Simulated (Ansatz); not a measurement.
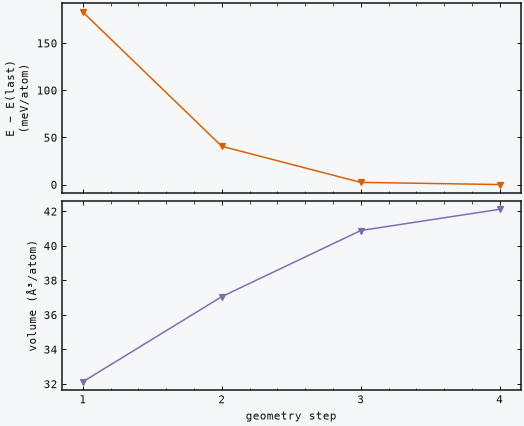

History of a geometry optimisation. Atoms and cell relax. A closing SCF on a freshly chosen basis isn't drawn.

The run: Ca (Fm-3m, 1 atom in the cell), by DFT PBE, scalar-relativistic, plane waves, PAW (Ansatz); cutoff 420 eV, 12×12×12 k-mesh, Gaussian smearing of 0.01 eV.

> How did it end, and what did it gain?

The optimisation met its thresholds at geometry 4, counting the start as the first. The energy fell by about 180 meV/atom from the first step to the last. All forces vanish by symmetry, so only the cell moves.

> Was the starting cell too large or too small?

The volume grows from 32.1 to 42.1 Å³ per atom (+31 %). The start was compressed.
